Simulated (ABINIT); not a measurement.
**Geometry relaxation, with input and output: TiAl$_{3}$ (part 2 of 3)**

TiAl$_{3}$ (I4/mmm, 4 atoms in the cell); Kohn-Sham DFT of a periodic cell, LDA, JTH PAW LDA v2.0, no spin polarisation (ABINIT 10.8.3); cutoff 408.17 eV, 10×10×10 k-mesh, fermi-dirac of 0.05 eV. The structure derives from a Materials Project entry.

Geometry of the input (Å; fractional positions):
```
-1.9111  1.9111  4.2807
1.9111  -1.9111  4.2807
1.9111  1.9111  -4.2807
Ti 0.0000  0.0000  0.0000
Al 0.2500  0.7500  0.5000
Al 0.7500  0.2500  0.5000
Al 0.5000  0.5000  0.0000
```

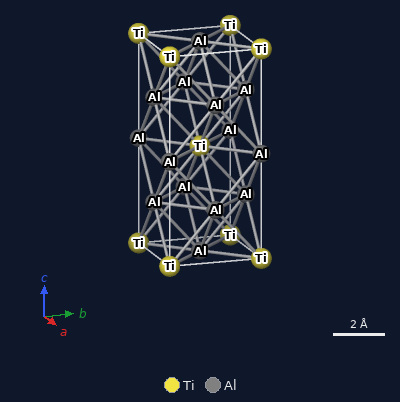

**Figure 1.** The structure as given in the input (ball-and-stick view of the cell 2 times as large as that of the calculation, set on its symmetry axes, seen slightly off an axis). An atom can appear more than once, as a periodic image.

What the program printed, continued:
```
 Cartesian coordinates (xcart) [bohr]
  6.03623424705445E-32  5.50974406886275E-48  2.69604436617761E-32
  3.59844529778296E+00  2.44335368727424E-16  4.03180213248790E+00
  4.66379973652456E-16  3.59844529778295E+00  4.03180213248790E+00
  2.08341300935386E-16 -1.46584853705104E-16  8.06360426497580E+00
 Reduced coordinates (xred)
  1.67173653219061E-33  1.00590173542354E-32  8.38728082204480E-33
  2.50000000000000E-01  7.50000000000000E-01  5.00000000000000E-01
  7.50000000000000E-01  2.50000000000000E-01  5.00000000000000E-01
  5.00000000000000E-01  5.00000000000000E-01  8.58099013875945E-18
 Cartesian forces (fcart) [Ha/bohr]; max,rms= 1.64417E-31 6.00152E-32 (free atoms)
  5.48056757808044E-32  7.39531269560930E-49  2.44574534940728E-32
 -1.64417027342413E-31 -2.21859380868279E-48 -7.33723604822184E-32
  5.48056757808044E-32  7.39531269560930E-49  2.44574534940728E-32
  5.48056757808044E-32  7.39531269560930E-49  2.44574534940728E-32
 Gradient of E wrt nuclear positions in reduced coordinates (gred)
 -1.82858773046440E-47 -3.94430452610506E-31  1.79404650830033E-47
  1.20717576645633E-46  1.18329135783152E-30 -7.58907629705599E-47
 -1.82858773046440E-47 -3.94430452610506E-31  1.79404650830033E-47
 -1.82858773046440E-47 -3.94430452610506E-31  1.79404650830033E-47
 Scale of Primitive Cell (acell) [bohr]
  9.53516286512236E+00  9.53516286512236E+00  9.53516286512236E+00
 Real space primitive translations (rprimd) [bohr]
 -3.59844529778295E+00  3.59844529778295E+00  8.06360426497580E+00
  3.59844529778296E+00 -3.59844529778296E+00  8.06360426497580E+00
  3.59844529778296E+00  3.59844529778296E+00 -8.06360426497581E+00
 Unitary Cell Volume (ucvol) [Bohr^3]=  4.17656271759734E+02
 Angles (23,13,12)= [degrees]
  1.35656173601342E+02  1.35656173601342E+02  6.45123464480514E+01
 Lengths [Bohr]
  9.53516286512236E+00  9.53516286512236E+00  9.53516286512236E+00
 Stress tensor in cartesian coordinates (strten) [Ha/bohr^3]
  8.14911172886087E-05  0.00000000000000E+00  0.00000000000000E+00
  0.00000000000000E+00  8.14911172886098E-05  0.00000000000000E+00
  0.00000000000000E+00  0.00000000000000E+00  7.16290570839098E-05
 Total energy (etotal) [Ha]= -6.51802472652341E+01

 Difference of energy with previous step (new-old):
           Absolute (Ha)=-4.25299E-04
           Relative     =-6.52499E-06

--- Iteration: ( 3/60) Internal Cycle: (1/1)
--------------------------------------------------------------------------------

---SELF-CONSISTENT-FIELD CONVERGENCE--------------------------------------------

--- !BeginCycle
iteration_state: {dtset: 1, itime: 3, icycle: 1, }
solver: {iscf: 17, nstep: 100, nline: 4, wfoptalg: 10, }
tolerances: {tolvrs: 1.00E-09, }
...

     iter   Etot(hartree)      deltaE(h)  residm     nres2
 ETOT  1  -65.209140640124    -6.521E+01 1.267E+03 1.775E+01
 ETOT  2  -65.258410571929    -4.927E-02 6.415E+01 3.409E+01
 ETOT  3  -65.182800688853     7.561E-02 5.560E+00 1.706E+00
 ETOT  4  -65.180557084117     2.244E-03 9.418E-01 1.357E-02
 ETOT  5  -65.180592202480    -3.512E-05 1.827E-01 4.820E-03
 ETOT  6  -65.180585894180     6.308E-06 5.275E-02 3.426E-05
 ETOT  7  -65.180586064244    -1.701E-07 1.016E-02 1.832E-05
 ETOT  8  -65.180586042572     2.167E-08 8.384E-03 5.027E-06
 ETOT  9  -65.180586035678     6.894E-09 1.655E-03 1.118E-06
 ETOT 10  -65.180586034968     7.100E-10 2.021E-04 4.139E-07
 ETOT 11  -65.180586034362     6.057E-10 1.901E-04 1.294E-09
 ETOT 12  -65.180586034379    -1.677E-11 1.744E-05 2.922E-10

 At SCF step   12       nres2   =  2.92E-10 < tolvrs=  1.00E-09 =>converged.

 Cartesian components of stress tensor (hartree/bohr^3)
  sigma(1 1)= -3.00424793E-06  sigma(3 2)=  0.00000000E+00
  sigma(2 2)= -3.00424793E-06  sigma(3 1)=  0.00000000E+00
  sigma(3 3)= -3.04892021E-06  sigma(2 1)=  0.00000000E+00

--- !ResultsGS
iteration_state: {dtset: 1, itime: 3, icycle: 1, }
comment   : Summary of ground state results
lattice_vectors:
- [ -3.5719198,   3.5719198,   8.0113804, ]
- [  3.5719198,  -3.5719198,   8.0113804, ]
- [  3.5719198,   3.5719198,  -8.0113804, ]
lattice_lengths: [   9.47098,    9.47098,    9.47098, ]
lattice_angles: [135.686, 135.686,  64.466, ] # degrees, (23, 13, 12)
lattice_volume:   4.0885635E+02
convergence: {deltae: -1.677E-11, res2:  2.922E-10, residm:  1.744E-05, diffor: null, }
etotal    :  -6.51805860E+01
entropy   :   0.00000000E+00
fermie    :   3.35998265E-01
cartesian_stress_tensor: # hartree/bohr^3
- [ -3.00424793E-06,   0.00000000E+00,   0.00000000E+00, ]
- [  0.00000000E+00,  -3.00424793E-06,   0.00000000E+00, ]
- [  0.00000000E+00,   0.00000000E+00,  -3.04892021E-06, ]
pressure_GPa:   8.8826E-02
xred      :
- [  6.2464E-33,   3.7585E-32,   3.1339E-32, Ti]
- [  2.5000E-01,   7.5000E-01,   5.0000E-01, Al]
- [  7.5000E-01,   2.5000E-01,   5.0000E-01, Al]
- [  5.0000E-01,   5.0000E-01,   8.5810E-18, Al]
cartesian_forces: # hartree/bohr
- [ -0.00000000E+00,  -0.00000000E+00,  -0.00000000E+00, ]
- [ -0.00000000E+00,  -0.00000000E+00,  -0.00000000E+00, ]
- [ -0.00000000E+00,  -0.00000000E+00,  -0.00000000E+00, ]
- [ -0.00000000E+00,  -0.00000000E+00,  -0.00000000E+00, ]
force_length_stats: {min:   0.00000000E+00, max:   0.00000000E+00, mean:   0.00000000E+00, }
...

 Integrated electronic density in atomic spheres:
 ------------------------------------------------
 Atom  Sphere_radius  Integrated_density
    1        2.30803         10.28253610
    2        1.90363          0.81099915
    3        1.90363          0.81099915
    4        1.90363          0.82360808

---OUTPUT-----------------------------------------------------------------------

 Cartesian coordinates (xcart) [bohr]
  2.23878629171197E-31  1.69477500694887E-47  1.00084066036971E-31
  3.57191982884354E+00  2.45807828045200E-16  4.00569021808574E+00
  2.45807828045200E-16  3.57191982884354E+00  4.00569021808574E+00
 -1.68758374125916E-17  7.81770550680834E-17  8.01138043617147E+00
 Reduced coordinates (xred)
  6.24636832780345E-33  3.75850657088812E-32  3.13386973810777E-32
  2.50000000000000E-01  7.50000000000000E-01  5.00000000000000E-01
  7.50000000000000E-01  2.50000000000000E-01  5.00000000000000E-01
  5.00000000000000E-01  5.00000000000000E-01  8.58099013875947E-18
 Cartesian forces (fcart) [Ha/bohr]; max,rms= 0.00000E+00 0.00000E+00 (free atoms)
 -0.00000000000000E+00 -0.00000000000000E+00 -0.00000000000000E+00
 -0.00000000000000E+00 -0.00000000000000E+00 -0.00000000000000E+00
 -0.00000000000000E+00 -0.00000000000000E+00 -0.00000000000000E+00
 -0.00000000000000E+00 -0.00000000000000E+00 -0.00000000000000E+00
 Gradient of E wrt nuclear positions in reduced coordinates (gred)
 -0.00000000000000E+00 -0.00000000000000E+00 -0.00000000000000E+00
 -0.00000000000000E+00 -0.00000000000000E+00 -0.00000000000000E+00
 -0.00000000000000E+00 -0.00000000000000E+00 -0.00000000000000E+00
 -0.00000000000000E+00 -0.00000000000000E+00 -0.00000000000000E+00
 Scale of Primitive Cell (acell) [bohr]
  9.47097877837568E+00  9.47097877837568E+00  9.47097877837568E+00
 Real space primitive translations (rprimd) [bohr]
 -3.57191982884354E+00  3.57191982884354E+00  8.01138043617147E+00
  3.57191982884354E+00 -3.57191982884354E+00  8.01138043617147E+00
  3.57191982884354E+00  3.57191982884354E+00 -8.01138043617147E+00
 Unitary Cell Volume (ucvol) [Bohr^3]=  4.08856354682434E+02
 Angles (23,13,12)= [degrees]
  1.35686264564006E+02  1.35686264564006E+02  6.44657498064100E+01
 Lengths [Bohr]
  9.47097877837568E+00  9.47097877837568E+00  9.47097877837568E+00
 Stress tensor in cartesian coordinates (strten) [Ha/bohr^3]
 -3.00424793170666E-06  0.00000000000000E+00  0.00000000000000E+00
  0.00000000000000E+00 -3.00424793170688E-06  0.00000000000000E+00
  0.00000000000000E+00  0.00000000000000E+00 -3.04892021207957E-06
 Total energy (etotal) [Ha]= -6.51805860343786E+01

 Difference of energy with previous step (new-old):
           Absolute (Ha)=-3.38769E-04
           Relative     =-5.19741E-06

--- Iteration: ( 4/60) Internal Cycle: (1/1)
--------------------------------------------------------------------------------

---SELF-CONSISTENT-FIELD CONVERGENCE--------------------------------------------

--- !BeginCycle
iteration_state: {dtset: 1, itime: 4, icycle: 1, }
solver: {iscf: 17, nstep: 100, nline: 4, wfoptalg: 10, }
tolerances: {tolvrs: 1.00E-09, }
...

     iter   Etot(hartree)      deltaE(h)  residm     nres2
 ETOT  1  -65.180621885120    -6.518E+01 1.415E-05 1.813E-02
 ETOT  2  -65.180667674742    -4.579E-05 6.926E-05 4.917E-02
 ETOT  3  -65.180584272070     8.340E-05 1.552E-04 2.964E-04
 ETOT  4  -65.180586573090    -2.301E-06 6.099E-05 5.255E-05
 ETOT  5  -65.180586512442     6.065E-08 1.497E-04 1.256E-06
 ETOT  6  -65.180586510837     1.605E-09 2.574E-05 3.888E-07
 ETOT  7  -65.180586510122     7.147E-10 5.146E-05 4.601E-09
 ETOT  8  -65.180586510145    -2.227E-11 1.766E-05 8.537E-11

 At SCF step    8       nres2   =  8.54E-11 < tolvrs=  1.00E-09 =>converged.

 Cartesian components of stress tensor (hartree/bohr^3)
  sigma(1 1)=  1.48225170E-07  sigma(3 2)=  0.00000000E+00
  sigma(2 2)=  1.48225170E-07  sigma(3 1)=  0.00000000E+00
  sigma(3 3)= -1.90382552E-07  sigma(2 1)=  0.00000000E+00

--- !ResultsGS
iteration_state: {dtset: 1, itime: 4, icycle: 1, }
comment   : Summary of ground state results
lattice_vectors:
- [ -3.5728690,   3.5728690,   8.0133417, ]
- [  3.5728690,  -3.5728690,   8.0133417, ]
- [  3.5728690,   3.5728690,  -8.0133417, ]
lattice_lengths: [   9.47335,    9.47335,    9.47335, ]
lattice_angles: [135.686, 135.686,  64.467, ] # degrees, (23, 13, 12)
lattice_volume:   4.0917381E+02
convergence: {deltae: -2.227E-11, res2:  8.537E-11, residm:  1.766E-05, diffor: null, }
etotal    :  -6.51805865E+01
entropy   :   0.00000000E+00
fermie    :   3.35683405E-01
cartesian_stress_tensor: # hartree/bohr^3
- [  1.48225170E-07,   0.00000000E+00,   0.00000000E+00, ]
- [  0.00000000E+00,   1.48225170E-07,   0.00000000E+00, ]
- [  0.00000000E+00,   0.00000000E+00,  -1.90382552E-07, ]
pressure_GPa:  -1.0402E-03
xred      :
- [  6.1351E-33,   3.6915E-32,   3.0780E-32, Ti]
- [  2.5000E-01,   7.5000E-01,   5.0000E-01, Al]
- [  7.5000E-01,   2.5000E-01,   5.0000E-01, Al]
- [  5.0000E-01,   5.0000E-01,   8.5810E-18, Al]
cartesian_forces: # hartree/bohr
- [ -8.27970017E-32,  -6.89975014E-32,  -6.15271490E-33, ]
- [ -2.75990006E-32,   2.06992504E-31,  -1.04596153E-31, ]
- [  1.93193004E-31,  -6.89975014E-32,   1.16901583E-31, ]
- [ -8.27970017E-32,  -6.89975014E-32,  -6.15271490E-33, ]
force_length_stats: {min:   1.07953020E-31, max:   2.36114744E-31, mean:   1.71393956E-31, }
...

 Integrated electronic density in atomic spheres:
 ------------------------------------------------
 Atom  Sphere_radius  Integrated_density
    1        2.30803         10.28155265
    2        1.90363          0.81134147
    3        1.90363          0.81134147
    4        1.90363          0.82245034

---OUTPUT-----------------------------------------------------------------------

 Cartesian coordinates (xcart) [bohr]
  2.19948478203102E-31 -8.28999085210619E-48  9.83250506092578E-32
  3.57286898435590E+00  2.45755139330012E-16  4.00667082505718E+00
 -1.08651249022018E-15  3.57286898435590E+00  4.00667082505718E+00
 -6.82896130063217E-16  7.44213637106892E-16  8.01334165011436E+00
 Reduced coordinates (xred)
  6.13508414481833E-33  3.69154568881465E-32  3.07803727433281E-32
  2.50000000000000E-01  7.50000000000000E-01  5.00000000000000E-01
  7.50000000000000E-01  2.50000000000000E-01  5.00000000000000E-01
  5.00000000000000E-01  5.00000000000000E-01  8.58099013875947E-18
 Cartesian forces (fcart) [Ha/bohr]; max,rms= 2.06993E-31 1.05517E-31 (free atoms)
 -8.27970017241506E-32 -6.89975014367921E-32 -6.15271490085658E-33
 -2.75990005747168E-32  2.06992504310376E-31 -1.04596153314562E-31
  1.93193004023018E-31 -6.89975014367922E-32  1.16901583116275E-31
 -8.27970017241506E-32 -6.89975014367921E-32 -6.15271490085658E-33
 Gradient of E wrt nuclear positions in reduced coordinates (gred)
 -1.76491082513127E-47  9.86076131526265E-32  4.93038065763132E-31
  4.11817640511219E-46  1.67632942359465E-30 -1.47911419728940E-30
 -2.23179374653470E-46 -1.87354464989990E-30  4.93038065763133E-31
 -1.76491082513127E-47  9.86076131526265E-32  4.93038065763132E-31
 Scale of Primitive Cell (acell) [bohr]
  9.47335368073009E+00  9.47335368073008E+00  9.47335368073008E+00
 Real space primitive translations (rprimd) [bohr]
 -3.57286898435590E+00  3.57286898435590E+00  8.01334165011436E+00
  3.57286898435590E+00 -3.57286898435590E+00  8.01334165011436E+00
  3.57286898435590E+00  3.57286898435590E+00 -8.01334165011436E+00
 Unitary Cell Volume (ucvol) [Bohr^3]=  4.09173814556054E+02
 Angles (23,13,12)= [degrees]
  1.35685566129820E+02  1.35685566129820E+02  6.44668312710183E+01
 Lengths [Bohr]
  9.47335368073009E+00  9.47335368073008E+00  9.47335368073008E+00
 Stress tensor in cartesian coordinates (strten) [Ha/bohr^3]
  1.48225169854061E-07  0.00000000000000E+00  0.00000000000000E+00
  0.00000000000000E+00  1.48225169851676E-07  0.00000000000000E+00
  0.00000000000000E+00  0.00000000000000E+00 -1.90382552170886E-07
 Total energy (etotal) [Ha]= -6.51805865101447E+01

 Difference of energy with previous step (new-old):
           Absolute (Ha)=-4.75766E-07
           Relative     =-7.29920E-09

 At Broyd/MD step   4, gradients are converged :
  max grad (force/stress) = 1.9038E-05 < tolmxf= 5.0000E-05 ha/bohr (free atoms)

================================================================================

 ----iterations are completed or convergence reached----

 Mean square residual over all n,k,spin=   14.101E-09; max=  17.659E-06
 reduced coordinates (array xred) for    4 atoms
       0.000000000000      0.000000000000      0.000000000000
       0.250000000000      0.750000000000      0.500000000000
       0.750000000000      0.250000000000      0.500000000000
       0.500000000000      0.500000000000      0.000000000000
 rms dE/dt=  9.2502E-31; max dE/dt=  1.5777E-30; dE/dt below (all hartree)
    1       0.000000000000      0.000000000000      0.000000000000
    2       0.000000000000      0.000000000000     -0.000000000000
    3       0.000000000000     -0.000000000000      0.000000000000
    4       0.000000000000      0.000000000000      0.000000000000

 cartesian coordinates (angstrom) at end:
    1      0.00000000000000    -0.00000000000000     0.00000000000000
    2      1.89068084278063     0.00000000000000     2.12023889077178
    3     -0.00000000000000     1.89068084278063     2.12023889077179
    4     -0.00000000000000     0.00000000000000     4.24047778154357

 cartesian forces (hartree/bohr) at end:
    1     -0.00000000000000    -0.00000000000000    -0.00000000000000
    2     -0.00000000000000     0.00000000000000    -0.00000000000000
    3      0.00000000000000    -0.00000000000000     0.00000000000000
    4     -0.00000000000000    -0.00000000000000    -0.00000000000000
 frms,max,avg= 1.0551692E-31 2.0699250E-31   0.000E+00  0.000E+00  0.000E+00 h/b

 cartesian forces (eV/Angstrom) at end:
    1     -0.00000000000000    -0.00000000000000    -0.00000000000000
    2     -0.00000000000000     0.00000000000000    -0.00000000000000
    3      0.00000000000000    -0.00000000000000     0.00000000000000
    4     -0.00000000000000    -0.00000000000000    -0.00000000000000
 frms,max,avg= 5.4258981E-30 1.0643983E-29   0.000E+00  0.000E+00  0.000E+00 e/A
 length scales=  9.473353680730  9.473353680730  9.473353680730 bohr
              =  5.013082875265  5.013082875265  5.013082875265 angstroms
 Fermi (or HOMO) energy (hartree) =   0.33568   Average Vxc (hartree)=  -0.38956
 Eigenvalues (hartree) for nkpt= 102  k points:
 kpt#   1, nband= 15, wtk=  0.00100, kpt=  0.0000  0.0000  0.0000 (reduced coord)
  -1.71288   -0.85446   -0.85446   -0.85156   -0.04071    0.22889    0.23923    0.28168
   0.28986    0.28986    0.36768    0.40425    0.40425    0.42178    0.43106
      occupation numbers for kpt#   1
   2.00000    2.00000    2.00000    2.00000    2.00000    2.00000    2.00000    2.00000
   2.00000    2.00000    0.00000    0.00000    0.00000    0.00000    0.00000
 prteigrs : prtvol=0 or 1, do not print more k-points.

 Fermi (or HOMO) energy (eV) =   9.13441   Average Vxc (eV)= -10.60041
 Eigenvalues (   eV  ) for nkpt= 102  k points:
 kpt#   1, nband= 15, wtk=  0.00100, kpt=  0.0000  0.0000  0.0000 (reduced coord)
 -46.60990  -23.25100  -23.25100  -23.17200   -1.10764    6.22855    6.50970    7.66500
   7.88750    7.88750   10.00509   11.00022   11.00022   11.47722   11.72966
 prteigrs : prtvol=0 or 1, do not print more k-points.

--- !EnergyTerms
iteration_state     : {dtset: 1, itime: 4, icycle: 1, }
comment             : Components of total free energy in Hartree
kinetic             :  1.04810885033359E+01
hartree             :  1.82638290767054E+01
xc                  : -6.58234295452129E+00
Ewald energy        : -4.32684895207449E+01
psp_core            :  5.68723725578545E-01
local_psp           : -4.64496974548716E+01
PAW spherical_terms :  1.80679235669423E+00
internal            : -6.51800962678238E+01
'-kT*entropy'       : -4.87826062787230E-04
total_energy        : -6.51805840938865E+01
total_energy_eV     : -1.77365404951739E+03
...

--- !EnergyTermsDC
iteration_state     : {dtset: 1, itime: 4, icycle: 1, }
comment             : '"Double-counting" decomposition of free energy'
band_energy         : -5.83442340617420E+00
Ewald energy        : -4.32684895207449E+01
psp_core            :  5.68723725578545E-01
xc_dc               : -1.77530857203249E+01
PAW spherical_terms :  1.10717623758353E+00
internal            : -6.51800986840819E+01
'-kT*entropy'       : -4.87826062787230E-04
total_energy_dc     : -6.51805865101447E+01
total_energy_dc_eV  : -1.77365411526713E+03
...

--- !EnergyTermsWithPAWCore
iteration_state     : {dtset: 1, itime: 4, icycle: 1, }
comment             : 'Components of total free energy, including PAW core contributions'
Total energy        : -1.57782049717143E+03
Total energy DC     : -1.57782049958769E+03
Total energy (eV)   : -4.29346829753576E+04
Total energy DC (eV): -4.29346830411073E+04
...

 Cartesian components of stress tensor (hartree/bohr^3)
  sigma(1 1)=  1.48225170E-07  sigma(3 2)=  0.00000000E+00
  sigma(2 2)=  1.48225170E-07  sigma(3 1)=  0.00000000E+00
  sigma(3 3)= -1.90382552E-07  sigma(2 1)=  0.00000000E+00

-Cartesian components of stress tensor (GPa)         [Pressure= -1.0402E-03 GPa]
- sigma(1 1)=  4.36093506E-03  sigma(3 2)=  0.00000000E+00
- sigma(2 2)=  4.36093506E-03  sigma(3 1)=  0.00000000E+00
- sigma(3 3)= -5.60124807E-03  sigma(2 1)=  0.00000000E+00

== END DATASET(S) ==============================================================
================================================================================

 -outvars: echo values of variables after computation  --------
            acell      9.4733536807E+00  9.4733536807E+00  9.4733536807E+00 Bohr
           etotal     -6.5180586510E+01
            fcart     -8.2797001724E-32 -6.8997501437E-32 -6.1527149009E-33
                      -2.7599000575E-32  2.0699250431E-31 -1.0459615331E-31
                       1.9319300402E-31 -6.8997501437E-32  1.1690158312E-31
                      -8.2797001724E-32 -6.8997501437E-32 -6.1527149009E-33
            rprim     -3.7714932903E-01  3.7714932903E-01  8.4588224194E-01
                       3.7714932903E-01 -3.7714932903E-01  8.4588224194E-01
                       3.7714932903E-01  3.7714932903E-01 -8.4588224194E-01
           strten      1.4822516985E-07  1.4822516985E-07 -1.9038255217E-07
                       0.0000000000E+00  0.0000000000E+00  0.0000000000E+00
           xangst      1.1639172216E-31 -4.3868742346E-48  5.2031376008E-32
                       1.8906808428E+00  1.3004801911E-16  2.1202388908E+00
                      -5.7495764880E-16  1.8906808428E+00  2.1202388908E+00
                      -3.6137306920E-16  3.9382089653E-16  4.2404777815E+00
             xred      6.1350841448E-33  3.6915456888E-32  3.0780372743E-32
                       2.5000000000E-01  7.5000000000E-01  5.0000000000E-01
                       7.5000000000E-01  2.5000000000E-01  5.0000000000E-01
                       5.0000000000E-01  5.0000000000E-01  8.5809901388E-18
 Calculation completed.
```
